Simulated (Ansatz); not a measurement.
Geometry relaxation, with input and output: Mg$_{32}$O$_{32}$ (part 1 of 2)

The run: geometry relaxation of Mg$_{32}$O$_{32}$ (64 atoms in the cell). Method and program: DFT, PBEsol, PAW, plane waves (Ansatz 0.2.0).

The structure was built on a prototype by a generator.

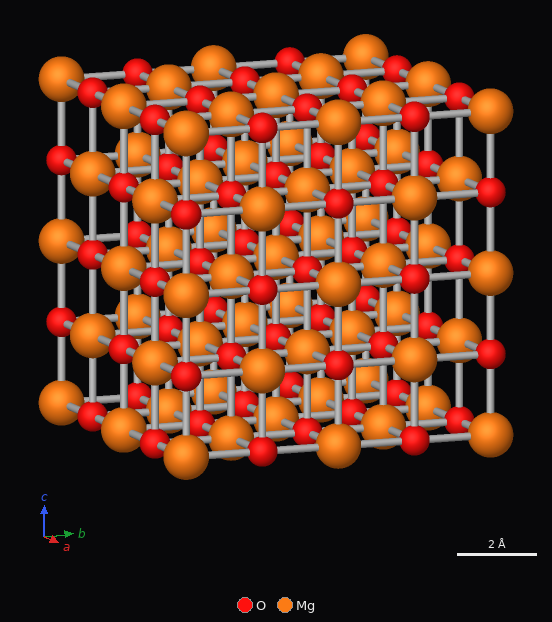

**Figure 1.** The structure as given in the input (ball-and-stick view of the cell of the calculation, seen slightly off an axis). Near neighbours in the crystal (not all of them lie inside the picture): O has 6 Mg at 2.11 Å; Mg has 6 O at 2.11 Å.

### Input file
```yaml
crystal:
  lattice:
    - [8.428808, 0.000000, 0.000000]
    - [0.000000, 8.428808, 0.000000]
    - [0.000000, 0.000000, 8.428808]
  atoms:
    - { symbol: O, position: [0.250000, 0.000000, 0.000000] }
    - { symbol: O, position: [0.250000, 0.000000, 0.500000] }
    - { symbol: O, position: [0.250000, 0.500000, 0.000000] }
    - { symbol: O, position: [0.250000, 0.500000, 0.500000] }
    - { symbol: O, position: [0.750000, 0.000000, 0.000000] }
    - { symbol: O, position: [0.750000, 0.000000, 0.500000] }
    - { symbol: O, position: [0.750000, 0.500000, 0.000000] }
    - { symbol: O, position: [0.750000, 0.500000, 0.500000] }
    - { symbol: O, position: [0.000000, 0.250000, 0.000000] }
    - { symbol: O, position: [0.000000, 0.250000, 0.500000] }
    - { symbol: O, position: [0.000000, 0.750000, 0.000000] }
    - { symbol: O, position: [0.000000, 0.750000, 0.500000] }
    - { symbol: O, position: [0.500000, 0.250000, 0.000000] }
    - { symbol: O, position: [0.500000, 0.250000, 0.500000] }
    - { symbol: O, position: [0.500000, 0.750000, 0.000000] }
    - { symbol: O, position: [0.500000, 0.750000, 0.500000] }
    - { symbol: O, position: [0.000000, 0.000000, 0.250000] }
    - { symbol: O, position: [0.000000, 0.000000, 0.750000] }
    - { symbol: O, position: [0.000000, 0.500000, 0.250000] }
    - { symbol: O, position: [0.000000, 0.500000, 0.750000] }
    - { symbol: O, position: [0.500000, 0.000000, 0.250000] }
    - { symbol: O, position: [0.500000, 0.000000, 0.750000] }
    - { symbol: O, position: [0.500000, 0.500000, 0.250000] }
    - { symbol: O, position: [0.500000, 0.500000, 0.750000] }
    - { symbol: O, position: [0.250000, 0.250000, 0.250000] }
    - { symbol: O, position: [0.250000, 0.250000, 0.750000] }
    - { symbol: O, position: [0.250000, 0.750000, 0.250000] }
    - { symbol: O, position: [0.250000, 0.750000, 0.750000] }
    - { symbol: O, position: [0.750000, 0.250000, 0.250000] }
    - { symbol: O, position: [0.750000, 0.250000, 0.750000] }
    - { symbol: O, position: [0.750000, 0.750000, 0.250000] }
    - { symbol: O, position: [0.750000, 0.750000, 0.750000] }
    - { symbol: Mg, position: [0.000000, 0.000000, 0.000000] }
    - { symbol: Mg, position: [0.000000, 0.000000, 0.500000] }
    - { symbol: Mg, position: [0.000000, 0.500000, 0.000000] }
    - { symbol: Mg, position: [0.000000, 0.500000, 0.500000] }
    - { symbol: Mg, position: [0.500000, 0.000000, 0.000000] }
    - { symbol: Mg, position: [0.500000, 0.000000, 0.500000] }
    - { symbol: Mg, position: [0.500000, 0.500000, 0.000000] }
    - { symbol: Mg, position: [0.500000, 0.500000, 0.500000] }
    - { symbol: Mg, position: [0.250000, 0.250000, 0.000000] }
    - { symbol: Mg, position: [0.250000, 0.250000, 0.500000] }
    - { symbol: Mg, position: [0.250000, 0.750000, 0.000000] }
    - { symbol: Mg, position: [0.250000, 0.750000, 0.500000] }
    - { symbol: Mg, position: [0.750000, 0.250000, 0.000000] }
    - { symbol: Mg, position: [0.750000, 0.250000, 0.500000] }
    - { symbol: Mg, position: [0.750000, 0.750000, 0.000000] }
    - { symbol: Mg, position: [0.750000, 0.750000, 0.500000] }
    - { symbol: Mg, position: [0.250000, 0.000000, 0.250000] }
    - { symbol: Mg, position: [0.250000, 0.000000, 0.750000] }
    - { symbol: Mg, position: [0.250000, 0.500000, 0.250000] }
    - { symbol: Mg, position: [0.250000, 0.500000, 0.750000] }
    - { symbol: Mg, position: [0.750000, 0.000000, 0.250000] }
    - { symbol: Mg, position: [0.750000, 0.000000, 0.750000] }
    - { symbol: Mg, position: [0.750000, 0.500000, 0.250000] }
    - { symbol: Mg, position: [0.750000, 0.500000, 0.750000] }
    - { symbol: Mg, position: [0.000000, 0.250000, 0.250000] }
    - { symbol: Mg, position: [0.000000, 0.250000, 0.750000] }
    - { symbol: Mg, position: [0.000000, 0.750000, 0.250000] }
    - { symbol: Mg, position: [0.000000, 0.750000, 0.750000] }
    - { symbol: Mg, position: [0.500000, 0.250000, 0.250000] }
    - { symbol: Mg, position: [0.500000, 0.250000, 0.750000] }
    - { symbol: Mg, position: [0.500000, 0.750000, 0.250000] }
    - { symbol: Mg, position: [0.500000, 0.750000, 0.750000] }
kpoints:
  mp_grid: { grid: [1, 1, 1], shift: [0.5, 0.5, 0.5] }
hamiltonian:
  xc: pbesol
scf:
  occupations: { method: fermi_dirac, width: 0.01 }
relax:
  f_tol: 0.03
  max_steps: 80
  escape_saddle: false
  adjacent_minimum: "off"
  cell: { fix: [shape] }
output:
  forces: true
  eigenvalues: true
  populations: true
```

Machine: 7 CPU threads, shared host.

### What the program printed
```
Pseudopotentials: kind: paw
Functional definition: PBEsol
  exchange = pbesol_x
  correlation = pbesol_c
Crystal: 64 atoms, lattice volume = 598.823 Å³
Basis set: ecut = 420 eV, 11753 PW (Γ), exchange–correlation on 120×120×120 points (8 copies of the dense FFT grid, shifted against one another)
Bands: 320, of which v1, the nominal top of the filled ones, is band 256 counted from 1 (255 counted from 0)
Symmetry: 1536 space group operations
Space group: Fm-3m (ITA 225), of the structure as read, at distance tolerance 8.4e-5 Å
k-points: 1
Non-local potential: O, projectors of the file, l = 0: 2, l = 1: 2, l = 2: 1
Non-local potential: Mg, projectors of the file, l = 0: 3, l = 1: 2, l = 2: 1
PAW form: soft (Blöchl's): semilocal exchange-correlation on the pseudo side does not see the compensation charge
PAW frozen core: O, regenerated for the run's functional, and the local potential with it (the file was generated under x = pbe(κ = 0.804, μ = 0.2195149727645171), c = pbe(β = 0.06672455060314922))
PAW frozen core: Mg, regenerated for the run's functional, and the local potential with it (the file was generated under x = pbe(κ = 0.804, μ = 0.2195149727645171), c = pbe(β = 0.06672455060314922))
PAW one-centre angular grid: O, 110 points (default); XC on 64 Gauss nodes
PAW one-centre angular grid: Mg, 110 points (default); XC on 64 Gauss nodes
Initial density: superposition of atomic densities (neutral atoms: chi_scale 0, normalization atom), corrected by the library's trained network
Initial wavefunctions: pseudopotential atomic-orbital guess
Functional: x = pbesol(κ = 0.804, μ = 0.12345679012345678), c = pbesol(β = 0.046)
SCF iter   1: F=—  HF=-79227.927841 eV  |F-HF|=—  |Δ(HF+E_count)|=         —  Δρ=1.39e-2  dr2=8.96e-1  ethr=1.77e-3  ⟨swp⟩=6.0  Hψ=1337  notcnv=0
preconditioner: auto → Resta (q_TF=auto, 2.658 Å⁻¹)  ε∞=3.4  [insulator: Δε(μ)=7.213 eV  Ē_g=15.678 eV  σ=0.010 eV  W_gap=1.00  n_scr=178 (ndim 8)  ℏωp=24.3 eV  f_vac=0.000  D(μ)=0.00/eV (n_scr^D=0)  ε∞_Penn≈3.4]
SCF iter   2: F=—  HF=-79227.655101 eV  |F-HF|=—  |Δ(HF+E_count)|=   2.73e-1  Δρ=2.03e-3  dr2=9.44e-3  ethr=1.75e-4  ⟨swp⟩=2.0  Hψ=488  notcnv=0  defer=56
SCF iter   3: F=—  HF=-79227.652941 eV  |F-HF|=—  |Δ(HF+E_count)|=   2.16e-3  Δρ=1.00e-3  dr2=3.27e-3  ethr=1.84e-6  ⟨swp⟩=3.0  Hψ=528  notcnv=0  defer=56
SCF iter   4: F=—  HF=-79227.652954 eV  |F-HF|=—  |Δ(HF+E_count)|=   1.25e-5  Δρ=1.60e-4  dr2=1.00e-4  ethr=6.39e-7  ⟨swp⟩=2.0  Hψ=360  notcnv=0  defer=56
SCF iter   5: F=—  HF=-79227.652885 eV  |F-HF|=—  |Δ(HF+E_count)|=   6.88e-5  Δρ=2.78e-5  dr2=2.44e-6  ethr=1.96e-8  ⟨swp⟩=3.0  Hψ=520  notcnv=0  defer=56
SCF iter   6: F=—  HF=-79227.642789 eV  |F-HF|=—  |Δ(HF+E_count)|=   1.01e-2  Δρ=1.41e-5  dr2=5.85e-7  ethr=1.95e-11  ⟨swp⟩=9.0  Hψ=1725  notcnv=0
SCF iter   7: F=-79227.642790 eV  HF=-79227.642790 eV  |F-HF|=6.08e-9  |Δ(HF+E_count)|=   3.82e-7  Δρ=2.06e-6  dr2=1.87e-8  ethr=1.95e-11  ⟨swp⟩=2.0  Hψ=948  notcnv=0
SCF 1 converged in 7 iterations: F = -79227.642790 eV  dr2 = 1.87e-8
  greatest PAW one-centre occupation: 1.000 electrons in one spin orbital (limit 2), on the Mg atom at site 63 (counted from 0), in its partial waves of l = 0
relax step   1: F+E_penalty+E_count = -79227.64278982 eV  Δ(F+E_penalty+E_count) = +0.000e0 eV  max|allowed force component| = 2.595e-26 eV/Å  Δτ_max = 0.0000 Å  P = -0.013 GPa  Ω = 598.823 Å³  fix = [alpha, beta, gamma, b/a, c/a]  (7 SCF iters, dr2 threshold 1.00e-7 eV, accepted)
Initial density: handed on by an earlier stage of this run
Initial wavefunctions: pseudopotential atomic-orbital guess (no wavefunctions were taken with the density)
iter 1 solved again at ethr=1.90e-8 eV; its pass at ethr=3.10e-3 eV (dr2=9.71e-5 eV) is discarded
SCF iter   1: F=—  HF=-79227.652843 eV  |F-HF|=—  |Δ(HF+E_count)|=         —  Δρ=1.28e-5  dr2=1.98e-7  ethr=1.90e-8  ⟨swp⟩=3.0  Hψ=2245  notcnv=0
preconditioner: auto → Resta (q_TF=auto, 2.658 Å⁻¹)  ε∞=3.4  [insulator: Δε(μ)=7.311 eV  Ē_g=15.763 eV  σ=0.010 eV  W_gap=1.00  n_scr=178 (ndim 8)  ℏωp=24.3 eV  f_vac=0.000  D(μ)=0.00/eV (n_scr^D=0)  ε∞_Penn≈3.4]
SCF iter   2: F=—  HF=-79227.642790 eV  |F-HF|=—  |Δ(HF+E_count)|=   1.01e-2  Δρ=7.56e-6  dr2=7.92e-8  ethr=3.87e-11  ⟨swp⟩=3.0  Hψ=800  notcnv=0
SCF iter   3: F=—  HF=-79227.642790 eV  |F-HF|=—  |Δ(HF+E_count)|=   3.39e-8  Δρ=5.16e-6  dr2=3.68e-8  ethr=1.55e-11  ⟨swp⟩=2.0  Hψ=448  notcnv=0
SCF iter   4: F=—  HF=-79227.642790 eV  |F-HF|=—  |Δ(HF+E_count)|=   3.30e-8  Δρ=3.12e-6  dr2=1.25e-8  ethr=7.18e-12  ⟨swp⟩=2.0  Hψ=576  notcnv=0
SCF iter   5: F=—  HF=-79227.642790 eV  |F-HF|=—  |Δ(HF+E_count)|=   3.17e-9  Δρ=2.93e-6  dr2=1.16e-8  ethr=2.45e-12  ⟨swp⟩=1.0  Hψ=320  notcnv=0
SCF iter   6: F=—  HF=-79227.642790 eV  |F-HF|=—  |Δ(HF+E_count)|=   1.46e-8  Δρ=1.40e-6  dr2=2.56e-9  ethr=2.26e-12  ⟨swp⟩=2.0  Hψ=576  notcnv=0
SCF iter   7: F=-79227.642790 eV  HF=-79227.642790 eV  |F-HF|=6.98e-10  |Δ(HF+E_count)|=   3.74e-9  Δρ=6.20e-7  dr2=4.92e-10  ethr=1.00e-12  ⟨swp⟩=3.0  Hψ=932  notcnv=0
SCF 2 converged in 7 iterations: F = -79227.642790 eV  dr2 = 4.92e-10
relax step   2: F+E_penalty+E_count = -79227.64278983 eV  Δ(F+E_penalty+E_count) = -8.717e-9 eV  max|allowed force component| = 1.137e-28 eV/Å  Δτ_max = 0.0000 Å  P = -0.013 GPa  Ω = 598.823 Å³  fix = [alpha, beta, gamma, b/a, c/a]  stress off target by 1.30e-2 GPa on what of the cell is left free  SCF on the basis re-selected at this cell (its energy is not comparable with the rows above)  (7 SCF
SCF converged after 7 iterations
Free energy (F): -79227.642790 eV
Harris-Foulkes:  -79227.642790 eV  (|F-HF|=6.98e-10)
Internal energy: -79227.642790 eV  (E = F + TS)
E sigma→0 (E₀):  -79227.642790 eV
Fermi energy:    11.321058 eV
--- Per-component energies (eV) ---
  E_band       = -9357.682842
  E_kinetic    = 8159.787096
  E_local      = -51266.899472  (includes V_loc(G=0)·N_el)
  E_nonlocal   = 4599.745352
  E_hartree    = 17697.841071
  E_xc         = -3324.863178
  E_vxc        = -4284.122282  (∫ρ·V_xc dr)
  E_paw        = -13859.541453  (= ΣΔE_a)
  E_vpaw       = -1961.959473  (= ΣTr[D̂ρ^β])
  E_aug_tail   = 0.080542  (compensation charges beyond the density's cutoff)
  E_ewald      = -41236.805554
  E_core_change = 3.012806  (= ΣΔE_core)
  E_smearing   = -0.000000  (= −TS)
  E_closure    = 0.000000  (closes the sum)
  Σ components = -79227.642790   (vs F -79227.642790, Δ=0.00e0)
```
